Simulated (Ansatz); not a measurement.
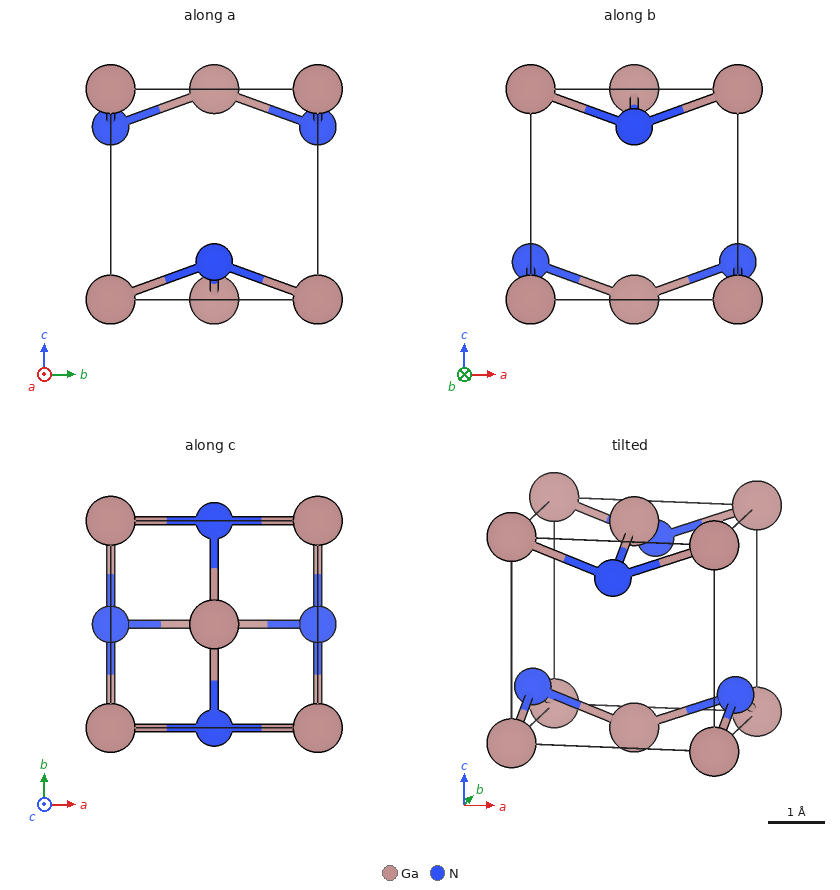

Shown here is a ball-and-stick view of the crystal, taken along the a axis, along the b axis, along the c axis and slightly off an axis. Lines trace the edges of the conventional unit cell.

Lattice parameters: a = 3.7596 Å, b = 3.7596 Å, c = 3.8190 Å, α = 90.000°, β = 90.000°, γ = 90.000°.

Express the structure as a CIF in P1 with every atom of the cell, with free fractional coordinates to two decimals.

Answer.
```cif
data_structure
_symmetry_space_group_name_H-M 'P 1'
_symmetry_Int_Tables_number 1
_cell_length_a 3.7596
_cell_length_b 3.7596
_cell_length_c 3.8190
_cell_angle_alpha 90.000
_cell_angle_beta 90.000
_cell_angle_gamma 90.000
_cell_volume 53.98
loop_
_atom_site_label
_atom_site_type_symbol
_atom_site_fract_x
_atom_site_fract_y
_atom_site_fract_z
_atom_site_occupancy
Ga1 Ga 0.50 0.50 0.00 1
Ga2 Ga 0.00 0.00 0.00 1
N1 N 0.00 0.50 0.18 1
N2 N 0.50 0.00 0.82 1
```

The structure comes from a random cell made by a generator, so it need not be a real form of the compound. It is drawn as it came out of a relaxation with Ansatz 0.2.0, DFT PBE, scalar-relativistic, plane waves, PAW.
